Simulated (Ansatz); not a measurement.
# Two runs on GaO

System: GaO (P6₃/mmc, 8 atoms in the cell).
Method of the first run: DFT PBEsol, scalar-relativistic, plane waves, PAW, no spin polarisation (Ansatz 0.2.0).

Text and figures count atoms from 1; the logs count them from 0 in places.

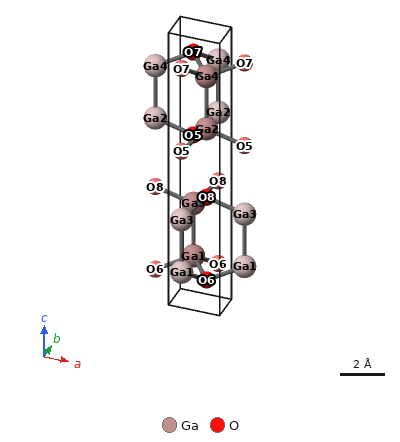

The structure as given in the input (ball-and-stick view of the cell of the calculation, seen slightly off an axis; neighbours outside the cell are drawn fainter; atoms are numbered from 1 in the order of the input). An atom can appear more than once, as a periodic image. Near neighbours in the periodic cell (some may lie outside the picture): Ga has 1 Ga at 2.48 Å and 3 O at 1.91 Å; O has 3 Ga at 1.91 Å.

The input, the first run:
```yaml
crystal:
  lattice:
    - [3.0699135487, 0.0, 0.0]
    - [-1.5349567743, 2.6586231206, 0.0]
    - [0.0, 0.0, 12.8821366069]
  atoms:
    - { symbol: Ga, position: [0.3333333333, 0.6666666667, 0.1539264505] }
    - { symbol: Ga, position: [0.6666666667, 0.3333333333, 0.6539264505] }
    - { symbol: Ga, position: [0.3333333333, 0.6666666667, 0.3460735495] }
    - { symbol: Ga, position: [0.6666666667, 0.3333333333, 0.8460735495] }
    - { symbol: O, position: [0.3333333333, 0.6666666667, 0.5980697903] }
    - { symbol: O, position: [0.6666666667, 0.3333333333, 0.0980697903] }
    - { symbol: O, position: [0.3333333333, 0.6666666667, 0.9019302097] }
    - { symbol: O, position: [0.6666666667, 0.3333333333, 0.4019302097] }
basis:
  ecutwfc: 420
kpoints:
  mp_grid: { grid: [12, 12, 2] }
hamiltonian:
  xc: pbesol
scf:
  occupations: { method: fixed }
output:
  forces: true
  stress: true
  eigenvalues: true
  write_density: true
  write_potential: true
  elf: true
  volumetric_format: npy
relax:
  adjacent_minimum: "off"
  f_tol: 0.001
  max_steps: 60
  cell: { stress_tol: 0.01 }
```

Launched with:
```bash
ansatz run input.yaml --threads 4 --pin off --max-ram 12288MiB --backend cpu --events-out ev --progress --plain --runs-dir out
```

Hardware: 4 threads of Intel Xeon @ 2.50GHz (Skylake/Cascade Lake), 189 GiB of memory available, shared host.

Output, shortened to warnings, some set-up lines, iterations and results (the first run):
```
Basis set: ecut = 420 eV, 2047 PW (Γ), exchange–correlation on 48×48×180 points (8 copies of the dense FFT grid, shifted against one another)
Symmetry: 24 space group operations
k-points: 38 of 288
Initial density: superposition of atomic densities (neutral atoms: chi_scale 0, normalization atom), corrected by the library's trained network
[...]
SCF iter   1: F=—  HF=-17218.019356 eV  |F-HF|=—  |Δ(HF+E_count)|=         —  Δρ=2.07e-2  dr2=4.93e-1  ethr=1.77e-3  ⟨swp⟩=5.0  Hψ=5509  notcnv=0  defer=226
SCF iter   2: F=—  HF=-17217.911465 eV  |F-HF|=—  |Δ(HF+E_count)|=   1.08e-1  Δρ=5.44e-3  dr2=1.61e-2  ethr=6.49e-4  ⟨swp⟩=2.1  Hψ=2529  notcnv=0  defer=226
SCF iter   3: F=—  HF=-17217.907484 eV  |F-HF|=—  |Δ(HF+E_count)|=   3.98e-3  Δρ=1.79e-3  dr2=4.45e-3  ethr=2.12e-5  ⟨swp⟩=2.1  Hψ=2360  notcnv=0  defer=228
SCF iter   4: F=—  HF=-17217.906579 eV  |F-HF|=—  |Δ(HF+E_count)|=   9.06e-4  Δρ=6.87e-4  dr2=5.41e-4  ethr=5.86e-6  ⟨swp⟩=3.0  Hψ=3126  notcnv=0  defer=228
SCF iter   5: F=—  HF=-17217.906264 eV  |F-HF|=—  |Δ(HF+E_count)|=   3.15e-4  Δρ=2.33e-4  dr2=5.87e-5  ethr=7.11e-7  ⟨swp⟩=2.0  Hψ=2930  notcnv=0  defer=213
[... 22 lines ...]
SCF iter   3: F=—  HF=-17217.906297 eV  |F-HF|=—  |Δ(HF+E_count)|=   3.08e-9  Δρ=1.66e-6  dr2=4.05e-10  ethr=4.39e-12  ⟨swp⟩=2.0  Hψ=2097  notcnv=0  defer=173
SCF iter   4: F=—  HF=-17217.906297 eV  |F-HF|=—  |Δ(HF+E_count)|=  9.17e-10  Δρ=1.30e-7  dr2=1.64e-11  ethr=1.00e-12  ⟨swp⟩=2.3  Hψ=2377  notcnv=0  defer=173
SCF iter   5: F=-17217.906297 eV  HF=-17217.906297 eV  |F-HF|=0.00e0  |Δ(HF+E_count)|=  3.64e-12  Δρ=4.99e-8  dr2=3.03e-12  ethr=1.00e-12  ⟨swp⟩=11.4  Hψ=9604  notcnv=0
SCF 4 converged in 5 iterations: F = -17217.906297 eV  dr2 = 3.03e-12
relax step   4: F+E_penalty+E_count = -17217.90629709 eV  Δ(F+E_penalty+E_count) = +2.724e-4 eV  max|allowed force component| = 8.858e-4 eV/Å  Δτ_max = 0.0000 Å  P = -0.004 …
basis re-selected at this cell: Δ(F+E_penalty+E_count) = +2.724e-4 eV, ΔP = -0.004 GPa vs the last step (what re-selecting the basis moved, of the pressure what is left beyond the Pulay correction that the steps carried, after the strain that the cell walked since its last selection, with what the …
SCF converged after 5 iterations
Free energy (F): -17217.906297 eV
Harris-Foulkes:  -17217.906297 eV  (|F-HF|=0.00e0)
Internal energy: -17217.906297 eV  (E = F + TS)
E sigma→0 (E₀):  -17217.906297 eV
Fermi energy:    7.377225 eV
--- Per-component energies (eV) ---
  E_band       = -231.512386
  E_kinetic    = 1161.013342
  E_local      = -9253.087899  (includes V_loc(G=0)·N_el)
  E_nonlocal   = 1911.414147
  E_hartree    = 4181.853922
  E_xc         = -562.020798
  E_vxc        = -602.422359  (∫ρ·V_xc dr)
  E_paw        = -8421.734115  (= ΣΔE_a)
  E_vpaw       = -1812.146556  (= ΣTr[D̂ρ^β])
  E_aug_tail   = 0.009182  (compensation charges beyond the density's cutoff)
  E_ewald      = -6238.947142
  E_core_change = 3.593063  (= ΣΔE_core)
  E_smearing   = -0.000000  (= −TS)
  E_closure    = -0.000000  (closes the sum)
  Σ components = -17217.906297   (vs F -17217.906297, Δ=0.00e0)
--- Forces (eV/Å), atoms counted from 1 ---
  atom   1  Ga     0.00000000    -0.00000000    -0.00088580
  atom   2  Ga    -0.00000000     0.00000000    -0.00088580
  atom   3  Ga     0.00000000    -0.00000000     0.00088580
  atom   4  Ga    -0.00000000     0.00000000     0.00088580
  atom   5  O     -0.00000000     0.00000000     0.00062537
  atom   6  O     -0.00000000    -0.00000000     0.00062537
  atom   7  O     -0.00000000     0.00000000    -0.00062537
  atom   8  O      0.00000000    -0.00000000    -0.00062537
  max |Σ_I F_I| component: 4.16e-17 eV/Å
--- Stress (GPa, compression-positive) ---
       -0.000730       0.000000       0.000000
       -0.000000      -0.000730       0.000000
        0.000000       0.000000      -0.009386
  P = ⅓ Tr σ = -0.0036 GPa (-0.036 kbar)
--- Relaxed structure (3 steps of the walk, 3 accepted, 1 SCFs on fresh bases) ---
  F+E_penalty+E_count = -17217.90629709 eV   max|allowed force component| = 8.858e-4 eV/Å   (the final SCF, on the basis selected at the relaxed cell)
  cell:  # Å, volume = 105.0527 Å³
    - [3.069822914677412, -2.8866699791822186e-11, 0.0]
[...]
```

The input of the second run differs as follows (lines with − go, lines with + come):
```diff
-  occupations: { method: fixed }
+  occupations: { method: cold, width: 0.3 }
-  write_density: true
-  write_potential: true
-  elf: true
-  volumetric_format: npy
```

Predict how the results change.

The energy doesn't change within 0.01 meV per atom. On the same kind of shared host the second run took about 1.5 times as long.

Output, shortened to warnings, some set-up lines, iterations and results (the second run):
```
Basis set: ecut = 420 eV, 2047 PW (Γ), exchange–correlation on 48×48×180 points (8 copies of the dense FFT grid, shifted against one another)
Symmetry: 24 space group operations
k-points: 38 of 288
Initial density: superposition of atomic densities (neutral atoms: chi_scale 0, normalization atom), corrected by the library's trained network
[...]
SCF iter   1: F=—  HF=-17218.001690 eV  |F-HF|=—  |Δ(HF+E_count)|=         —  Δρ=2.07e-2  dr2=4.93e-1  ethr=1.77e-3  ⟨swp⟩=5.4  Hψ=6005  notcnv=0
SCF iter   2: F=—  HF=-17217.903847 eV  |F-HF|=—  |Δ(HF+E_count)|=   1.08e-1  S|Δr|=   1.34e-2  Δρ=5.44e-3  dr2=1.60e-2  ethr=6.49e-4  ⟨swp⟩=2.0  Hψ=2586  notcnv=0  defer=48
SCF iter   3: F=—  HF=-17217.898893 eV  |F-HF|=—  |Δ(HF+E_count)|=   3.95e-3  S|Δr|=   1.35e-3  Δρ=1.79e-3  dr2=4.45e-3  ethr=2.11e-5  ⟨swp⟩=2.1  Hψ=2292  notcnv=0  defer=48
SCF iter   4: F=—  HF=-17217.897843 eV  |F-HF|=—  |Δ(HF+E_count)|=   9.00e-4  S|Δr|=   2.00e-4  Δρ=6.88e-4  dr2=5.44e-4  ethr=5.85e-6  ⟨swp⟩=3.0  Hψ=3057  notcnv=0  defer=48
SCF iter   5: F=—  HF=-17217.897433 eV  |F-HF|=—  |Δ(HF+E_count)|=   3.16e-4  S|Δr|=   1.29e-4  Δρ=2.35e-4  dr2=5.94e-5  ethr=7.16e-7  ⟨swp⟩=2.0  Hψ=2865  notcnv=0  defer=48
[... 44 lines ...]
SCF iter  12: F=—  HF=-17217.906296 eV  |F-HF|=—  |Δ(HF+E_count)|=  4.29e-10  S|Δr|=  1.56e-11  Δρ=5.89e-7  dr2=3.27e-10  ethr=1.00e-12  ⟨swp⟩=2.0  Hψ=3035  notcnv=0
SCF iter  13: F=—  HF=-17217.906296 eV  |F-HF|=—  |Δ(HF+E_count)|=  1.46e-11  S|Δr|=  7.12e-11  Δρ=1.54e-7  dr2=2.69e-11  ethr=1.00e-12  ⟨swp⟩=2.2  Hψ=2401  notcnv=0
SCF iter  14: F=-17217.906296 eV  HF=-17217.906296 eV  |F-HF|=7.28e-12  |Δ(HF+E_count)|=  2.18e-11  S|Δr|=  3.29e-11  Δρ=4.51e-8  dr2=2.50e-12  ethr=1.00e-12  ⟨swp⟩=4.3  …
SCF 4 converged in 14 iterations: F = -17217.906296 eV  dr2 = 2.50e-12
relax step   4: F+E_penalty+E_count = -17217.90629700 eV  Δ(F+E_penalty+E_count) = +2.724e-4 eV  max|allowed force component| = 8.975e-4 eV/Å  Δτ_max = 0.0000 Å  P = -0.004 …
basis re-selected at this cell: Δ(F+E_penalty+E_count) = +2.724e-4 eV, ΔP = -0.004 GPa vs the last step (what re-selecting the basis moved, of the pressure what is left beyond the Pulay correction that the steps carried, after the strain that the cell walked since its last selection, with what the …
SCF converged after 14 iterations
Stability not checked: this state was not tested for a lower state beside it, because cold or Methfessel-Paxton smearing, or corrected tetrahedra, fill the levels in a way that the test cannot read (fill_not_monotonic; see scf.lower_state_search)
Free energy (F): -17217.906296 eV
F+E_penalty+E_count: -17217.906297 eV  (lagrangian_ev)
Harris-Foulkes:  -17217.906296 eV  (|F-HF|=7.28e-12)
Internal energy: -17217.906296 eV  (E = F + TS)
E sigma→0 (E₀):  -17217.906296 eV
Entropy (-TS):   0.000000 eV (0.000 meV/atom)
Fermi energy:    8.067966 eV
Smearing:        width narrowed from 0.3000 eV (input) to 0.1560 eV after iteration 7, whose occupations did not sum to the number of electrons (Fermi level in a gap)
Step filling:    the computed levels leave a gap of 1.1013 eV = 7.1 smearing widths at the electron count; against every level under it full and every level over it empty, smearing changes F+E_penalty+E_count by -2.08e-7 meV and its σ→0 estimate by -3.61e-6 meV
--- Per-component energies (eV) ---
  E_band       = -231.512520
  E_kinetic    = 1161.013373
  E_local      = -9253.092733  (includes V_loc(G=0)·N_el)
  E_nonlocal   = 1911.414144
  E_hartree    = 4181.856139
  E_xc         = -562.020817
  E_vxc        = -602.422383  (∫ρ·V_xc dr)
  E_paw        = -8421.734118  (= ΣΔE_a)
  E_vpaw       = -1812.146508  (= ΣTr[D̂ρ^β])
  E_aug_tail   = 0.009182  (compensation charges beyond the density's cutoff)
  E_ewald      = -6238.944530
  E_core_change = 3.593063  (= ΣΔE_core)
  E_smearing   = 0.000000  (= −TS)
  E_closure    = 0.000000  (closes the sum)
  E_count      = -0.000001  (occupations off the electron count; not in F)
  Σ components = -17217.906296   (vs F -17217.906296, Δ=0.00e0)
--- Forces (eV/Å), atoms counted from 1 ---
  atom   1  Ga     0.00000000    -0.00000000    -0.00089754
  atom   2  Ga     0.00000000     0.00000000    -0.00089754
  atom   3  Ga    -0.00000000    -0.00000000     0.00089754
  atom   4  Ga     0.00000000     0.00000000     0.00089754
[...]
```

The two runs side by side:

| quantity | the first run | the second run |
| --- | --- | --- |
| outcome | converged | converged |
| free energy per atom (eV) | −2152.2383 | −2152.2383 |
| gap on the mesh (eV) | 1.10 | 1.10 |
| pressure (GPa) | 0.00 | 0.00 |
| largest force (eV/Å) | 0.001 | 0.001 |
| SCF iterations | 24 | – |
| irreducible k-points | 38 | 38 |
| wall time (shared host) | 24 s | 35 s |

For the second run: These settings are looser than, or depart from, a standard set-up, so the numbers are not reference values for this system. So coarse a mesh can miss the band edges, so the true gap of this method can be much smaller, or zero.
